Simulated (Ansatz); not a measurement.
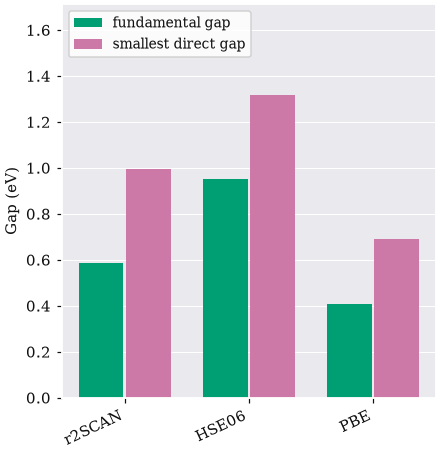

Gaps of Si, space group P6_3/mmc, 4 atoms in the cell, lonsdaleite (2H) type, epitaxial (xy) strain +2.0%, at several levels of theory on one cell (Ansatz, plane waves and PAW; edges over the mesh and the special points).

**How does the gap depend on the level, and does its kind change?**

In rising order: PBE 0.41 eV, r2SCAN 0.59 eV and HSE06 0.95 eV. It is indirect at every level.
